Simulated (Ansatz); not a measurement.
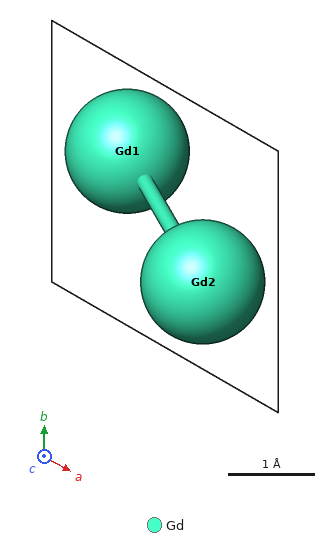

**Figure 1.** The input geometry (ball-and-stick view of the cell of the calculation, along the c axis; atoms are numbered from 1 in the order of the input). An atom can appear more than once, as a periodic image. Near neighbours in the periodic cell (some may lie outside the picture): Gd has 12 Gd at 3.04 to 3.07 Å.

Gd: band-structure calculation

- system: Gd (P6₃/mmc, 2 atoms in the cell)
- method: DFT, PBE, all-electron LAPW, scalar-relativistic, spin-polarised (Ansatz 0.2.0)

It belongs to a series of runs on one base structure; here: volume scaled by 0.6, LAPW. Figures and captions count atoms from 1; the log counts them from 0 in places.

Input file
```yaml
crystal:
  lattice:
    - [3.0427639055, 0.0, 0.0]
    - [-1.5213819527, 2.6351108399, 0.0]
    - [0.0, 0.0, 5.0332204254]
  atoms:
    - { symbol: Gd, position: [0.3333333333, 0.6666666667, 0.25], spin: 7.0 }
    - { symbol: Gd, position: [0.6666666667, 0.3333333333, 0.75], spin: 7.0 }
magnetization:
  spin_polarized: true
kpoints:
  mp_grid: { grid: [12, 12, 7] }
  band_path:
    path:
      - [0.0, 0.0, 0.0]
      - [0.5, 0.0, 0.0]
      - [0.3333333333, 0.3333333333, 0.0]
      - [0.0, 0.0, 0.0]
      - [0.0, 0.0, 0.5]
      - [0.5, 0.0, 0.5]
      - [0.3333333333, 0.3333333333, 0.5]
      - [0.0, 0.0, 0.5]
      - [0.5, 0.0, 0.5]
    npoints: 8
scf:
  occupations: { method: fermi_dirac, width: 0.05 }
hamiltonian:
  xc: pbe
  pseudopotentials: { kind: all_electron, lapw: { basis_error: 0.001 } }
output:
  forces: true
  stress: true
  eigenvalues: true
  populations: true
  dos: { projected: true, de: 0.2, e_range: [-14, 8] }
```

Run on 1 thread of Arm Neoverse V2, 112 GiB of memory available, shared host.

Launched with:
```bash
ansatz run input.yaml --threads 1 --pin off --max-ram 3072MiB --backend cpu --events-out ev --progress --plain --runs-dir out
```

Output
```
Gd: projections on atomic orbitals take those of the free atom 1s2 2s2 2p6 3s2 3p6 3d10 4s2 4p6 4d10 4f7 5s2 5p6 5d1 6s2, of charge +0.00 (hamiltonian.pseudopotentials.projection_atoms)
LAPW: plane waves up to 7.845 Å⁻¹, error target 1.0e-3 eV per atom; small_component_spin mean_spin; Gd in spheres of 1.521 Å, 34 of its electrons in bands, Dirac shells [] (how accurate: hamiltonian.pseudopotentials.lapw.basis_error, Limitations)
Engine: ansatz 0.2.0, aarch64-unknown-linux-gnu
Pseudopotentials: kind: all_electron
Pseudopotential: Gd, LAPW, valence charge 34, lapw/all_electron/scalar/gaussian/Gd, Koelling and Harmon's equation, gaussian nucleus
Functional definition: PBE
  parameter kappa = 0.804
  parameter beta = 0.06672455060314922
  exchange = pbe_x(kappa = kappa, mu = beta*pi^2/3)
  correlation = pbe_c(beta = beta)
Crystal: 2 atoms, lattice volume = 40.356 Å³
Basis set: ecut = 234.45947587132684 eV, 313 PW (Γ), exchange–correlation at level 2
Bands: 50, of which v1, the nominal top of the filled ones, is band 34 counted from 1 (33 counted from 0)
Symmetry: 24 space group operations
Space group: P63/mmc (ITA 194), of the structure as read, at distance tolerance 3.4e-5 Å
Magnetic group: BNS 194.263 (UNI 1493), of the structure as read, at distance tolerance 3.4e-5 Å
k-points: 76 of 1008
Non-local potential: Gd, projectors of the file, none
Initial density: superposition of atomic densities (chi_scale 0.1, normalization cell)
Starting moments: Σ|m| = 14 μB on 2 of 2 sites
Initial wavefunctions: plane waves of lowest kinetic energy (no species holds an atomic orbital)
Functional: x = pbe(κ = 0.804, μ = 0.2195149727645171), c = pbe(β = 0.06672455060314922)
iter 1 solved again at ethr=3.07e-5 eV; its pass at ethr=1.00e-1 eV (dr2=2.09e-2 eV) is discarded
SCF iter   1: F=—  HF=-613384.495781 eV  |F-HF|=—  |Δ(HF+E_count)|=         —  Δρ=4.55e-3 (↑4.55e-3 ↓4.01e-3)  dr2=2.10e-2  dr2_m=9.82e-4  M=14.099 μB ∫|m|=14.099 μB  β_m=0.30  ethr=3.07e-5  ⟨swp⟩=3.2  Hψ=49014  notcnv=0
Mixer restart at iter 1: flushing history
preconditioner: auto → Kerker (q_TF=auto, 2.976 Å⁻¹)  [metal: Δε(μ)=0.004 eV  Ē_g=13.539 eV  σ=0.050 eV  W_gap=0.02  n_scr=22 (ndim 8)  ℏωp=33.1 eV  f_vac=0.000  D(μ)=2.51/eV (n_scr^D=22)]
spin=Collinear: Kerker preconditioning applied to the charge; magnetization (m = ρ↑ − ρ↓) channel mixes plain (no charge-response kernel on spin).
SCF iter   2: F=—  HF=-613384.463492 eV  |F-HF|=—  |Δ(HF+E_count)|=   3.23e-2  Δρ=3.45e-3 (↑3.45e-3 ↓3.11e-3)  dr2=1.26e-2  dr2_m=7.22e-4  M=14.121 μB ∫|m|=14.121 μB  β_m=0.45  ethr=3.07e-5  ⟨swp⟩=2.0  Hψ=21650  notcnv=0
SCF iter   3: F=—  HF=-613384.459911 eV  |F-HF|=—  |Δ(HF+E_count)|=   3.58e-3  Δρ=1.98e-3 (↑1.98e-3 ↓1.78e-3)  dr2=4.40e-3  dr2_m=2.64e-4  M=14.150 μB ∫|m|=14.150 μB  β_m=0.48  ethr=1.85e-5  ⟨swp⟩=2.0  Hψ=21669  notcnv=0
SCF iter   4: F=—  HF=-613384.462727 eV  |F-HF|=—  |Δ(HF+E_count)|=         —  Δρ=1.06e-3 (↑1.06e-3 ↓9.45e-4)  dr2=1.35e-3  dr2_m=7.87e-5  M=14.169 μB ∫|m|=14.169 μB  β_m=0.74  ethr=6.47e-6  ⟨swp⟩=2.0  Hψ=21660  notcnv=0
the basis was enlarged: its passes take 931.5 KiB over the memory plan, 2 of 2 planned eigensolver slots
iter 5 solved again at ethr=7.89e-8 eV; its pass at ethr=1.98e-6 eV (dr2=5.37e-5 eV) is discarded
SCF iter   5: F=—  HF=-613384.465929 eV  |F-HF|=—  |Δ(HF+E_count)|=   3.20e-3  Δρ=1.86e-4 (↑1.86e-4 ↓1.61e-4)  dr2=5.43e-5  dr2_m=6.04e-7  M=14.182 μB ∫|m|=14.182 μB  β_m=0.87  ethr=7.89e-8  ⟨swp⟩=2.0  Hψ=36411  notcnv=0
SCF iter   6: F=—  HF=-613384.466315 eV  |F-HF|=—  |Δ(HF+E_count)|=   3.86e-4  Δρ=9.18e-5 (↑9.18e-5 ↓8.27e-5)  dr2=3.14e-6  dr2_m=1.92e-6  M=14.180 μB ∫|m|=14.180 μB  β_m=0.94  ethr=7.89e-8  ⟨swp⟩=2.9  Hψ=22087  notcnv=0
SCF iter   7: F=—  HF=-613384.466336 eV  |F-HF|=—  |Δ(HF+E_count)|=   2.12e-5  Δρ=4.36e-5 (↑4.36e-5 ↓3.63e-5)  dr2=1.74e-6  dr2_m=2.49e-7  M=14.175 μB ∫|m|=14.175 μB  β_m=0.97  ethr=4.62e-9  ⟨swp⟩=3.0  Hψ=22106  notcnv=0
SCF iter   8: F=—  HF=-613384.466335 eV  |F-HF|=—  |Δ(HF+E_count)|=   6.70e-7  Δρ=5.92e-6 (↑5.92e-6 ↓5.81e-6)  dr2=1.43e-8  dr2_m=8.48e-9  M=14.175 μB ∫|m|=14.175 μB  β_m=0.94  ethr=2.55e-9  ⟨swp⟩=3.0  Hψ=22171  notcnv=0
SCF iter   9: F=—  HF=-613384.466336 eV  |F-HF|=—  |Δ(HF+E_count)|=   3.87e-7  Δρ=2.93e-6 (↑2.49e-6 ↓2.93e-6)  dr2=8.42e-9  dr2_m=4.64e-10  M=14.174 μB ∫|m|=14.174 μB  β_m=0.97  ethr=2.11e-11  ⟨swp⟩=3.0  Hψ=23183  notcnv=0
SCF iter  10: F=-613384.466336 eV  HF=-613384.466336 eV  |F-HF|=2.44e-9  |Δ(HF+E_count)|=   7.60e-8  Δρ=1.51e-6 (↑1.51e-6 ↓1.41e-6)  dr2=2.98e-9  dr2_m=1.82e-10  M=14.174 μB ∫|m|=14.174 μB  ethr=1.24e-11  ⟨swp⟩=3.0  Hψ=22170  notcnv=0
SCF 1 converged in 10 iterations: F = -613384.466336 eV  dr2 = 2.98e-9
```

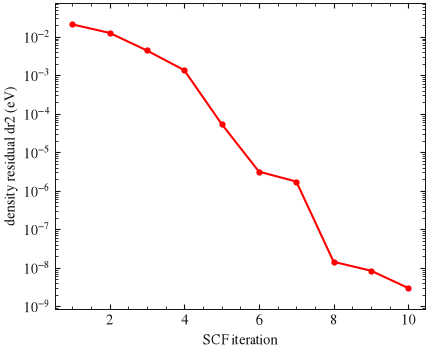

**Figure 2.** Convergence of the self-consistent field: density residual dr2 against the SCF iteration. The residual falls at every step.

```
NSCF: frozen V_eff on 65 k-points
SCF converged after 10 iterations
Magnetization: 14.1741 μB (41.0870 up, 26.9130 down)
Absolute magnetization: 14.1741 μB (∫|ρ↑−ρ↓|)
Spin contamination: 0.0498 ħ² per cell (⟨S²⟩ above its minimum at these occupations)
Per-site moments (μB) at R_I (Å): [(7.023811286196025, 1.521381930085015), (7.023811286196025, 1.521381930085015)]
Free energy (F): -613384.466336 eV
Harris-Foulkes:  -613384.466336 eV  (|F-HF|=2.44e-9)
Internal energy: -613384.444609 eV  (E = F + TS)
E sigma→0 (E₀):  -613384.455472 eV
Entropy (-TS):   -0.021727 eV (-10.864 meV/atom)
Fermi energy:    24.217018 eV
--- Per-component energies (eV) ---
  E_band       = -4846.251256
  E_kinetic    = 666768.777981
  E_xc         = -13618.743091
  E_electrostatic = -1266534.479499  (all electrons and nuclei)
  E_smearing   = -0.021727  (= −TS)
  E_closure    = 0.000000  (closes the sum)
  E_atoms      = -613358.357627  (free atoms, spherical and without spin; not in F)
  Σ components = -613384.466336   (vs F -613384.466336, Δ=0.00e0)
  Basis errors (estimates in eV, not in F): energy 2.3e-4 per atom: plane waves 1.8e-4 (9.0e-5 summed), levels above the bands 1.8e-97, relativity 2.3e-7, radial functions 5.1e-5, core shells 5.1e-7; eigenvalues (radial functions only) 1.8e-6; not estimated: angular momenta, meshes, grids; target (lapw.basis_error) 1.0e-3; muffin-tin radii Gd 1.521 Å
--- Forces (eV/Å), atoms counted from 1 ---
  atom   1  Gd     0.00000000     0.00000000     0.00000000
  atom   2  Gd    -0.00000000    -0.00000000    -0.00000000
  max |Σ_I F_I| component: 1.85e-17 eV/Å
--- Stress (GPa, compression-positive) ---
       35.005850       0.000000       0.000000
        0.000000      35.005850       0.000000
        0.000000       0.000000      34.746991
  P = ⅓ Tr σ = 34.9196 GPa (349.196 kbar)
--- Band table (eV; the first three rows and the last of 152) ---
  k-point 0 ↑: bands = ["-246.8307", "-246.8307", "-246.8165", "-246.8165", "-246.8165", "-246.8165", "-118.3468", "-118.3467", "-118.3414", "-118.3414", "-118.3413", "-118.3413", "-118.3336", "-118.3336", "-118.3336", "-118.3336", "-20.5157", "-20.0744", "0.6336", "3.1917", "3.1917", "3.4938", "3.5341", "3.5341", "19.2615", "20.1095", "20.1207", "20.1776", "20.3742", "20.3742", "20.4494", "20.4494", "20.4580", "20.4580", "20.5056", "20.6196", "20.6196", "20.7070", "20.7194", "21.1531", "25.7232", "25.9675", "25.9675", "26.9957", "26.9957", "28.3608", "28.4257", "28.4257", "31.7938", "31.7938"]
  k-point 1 ↑: bands = ["-246.8307", "-246.8307", "-246.8165", "-246.8165", "-246.8165", "-246.8165", "-118.3468", "-118.3467", "-118.3414", "-118.3414", "-118.3413", "-118.3413", "-118.3336", "-118.3336", "-118.3336", "-118.3336", "-20.4948", "-20.0973", "0.7548", "3.2082", "3.2082", "3.3231", "3.5167", "3.5167", "19.5218", "20.1013", "20.1033", "20.2090", "20.3549", "20.3549", "20.4320", "20.4320", "20.4842", "20.4848", "20.4848", "20.6395", "20.6395", "20.7076", "20.7188", "21.2291", "25.5866", "25.8703", "25.8703", "26.8264", "26.8264", "27.8773", "28.7744", "28.7744", "31.8849", "31.8849"]
  k-point 2 ↑: bands = ["-246.8307", "-246.8307", "-246.8165", "-246.8165", "-246.8165", "-246.8165", "-118.3468", "-118.3468", "-118.3414", "-118.3414", "-118.3413", "-118.3413", "-118.3336", "-118.3336", "-118.3336", "-118.3336", "-20.4359", "-20.1609", "1.1028", "2.8670", "3.2547", "3.2547", "3.4682", "3.4682", "20.0824", "20.0848", "20.1508", "20.3156", "20.3349", "20.3349", "20.3864", "20.3864", "20.4352", "20.5492", "20.5492", "20.6629", "20.6629", "20.7093", "20.7170", "21.3852", "25.2972", "25.7512", "25.7512", "26.4407", "26.4407", "26.7796", "29.6137", "29.6137", "31.9163", "31.9163"]
  k-point 75 ↓: bands = ["-240.9597", "-240.9597", "-240.9533", "-240.9533", "-240.9533", "-240.9533", "-112.5294", "-112.5294", "-112.5279", "-112.5278", "-112.5278", "-112.5278", "-112.5242", "-112.5242", "-112.5242", "-112.5242", "-16.8477", "-16.8477", "3.2269", "3.2269", "3.6755", "3.9014", "5.2897", "5.2897", "23.3369", "23.3369", "23.4583", "24.2246", "25.2458", "25.2458", "25.3125", "25.3125", "25.3453", "25.4106", "25.6347", "25.6347", "25.8107", "25.8107", "26.0863", "26.0863", "26.1538", "26.2060", "27.4946", "27.4946", "29.0244", "29.4882", "33.3422", "33.3422", "37.8761", "37.8761"]
--- Löwdin populations: 2 sites ---
  site symbol       q [e]    m [muB]
     0     Gd     63.9819     7.0946
     1     Gd     63.9819     7.0946
  spilling = 0.000283 (of n_electrons = 128.000000)
```

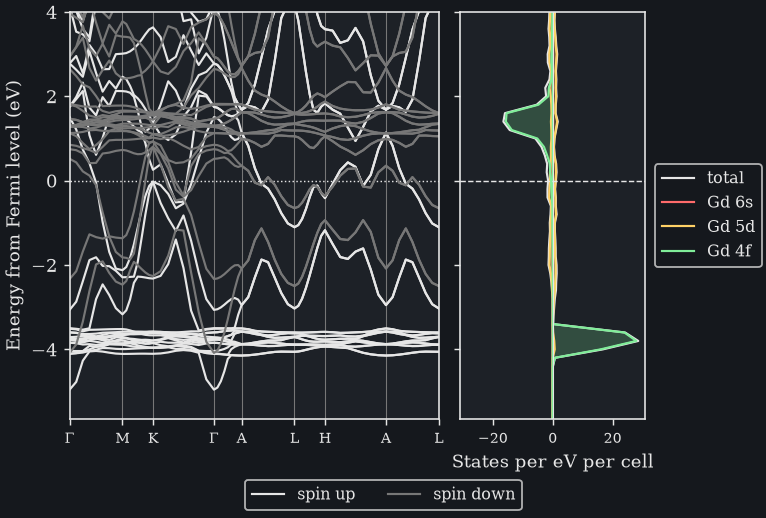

**Figure 3.** Band structure along Γ–M–K–Γ–A–L–H–A–L and density of states (projected on atomic shells), with energies from the Fermi level. Bands cross the Fermi level: a metal at this level of theory.

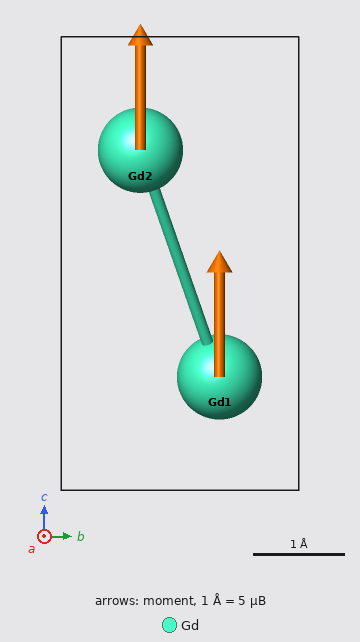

**Figure 4.** Magnetic moments of the sites as orange arrows (ball-and-stick view of the cell of the calculation, along the a axis; atoms are numbered from 1 in the order of the input); small moments hardly show. The run is collinear, so the axis drawn is arbitrary. Site moments: Gd1, Gd2 (7.02 μB). They are counted near the atoms and needn't add up to the moment of the cell.

Results in brief

| quantity | value |
| --- | --- |
| outcome | converged |
| space group (tolerance 0.01 Å) | P6₃/mmc (194) |
| electrons in bands (core shells apart) | 68 |
| free energy | −613384.4663 eV |
| Fermi energy | 24.217 eV |
| net moment of the cell | 14.17 μB |
| integrated absolute moment | 14.17 μB |
| pressure | 34.92 GPa |
| electronic character | metal |
| largest force (length of the vector) | under 0.001 eV/Å |
| wall time | 1.7 min |
| peak memory | 0.71 GiB |

Remarks

The electronic state found may not be the lowest one. The program warns: another magnetic order may lie lower. The cell is under a pressure of 35 GPa at this level, so it is not at its equilibrium volume.
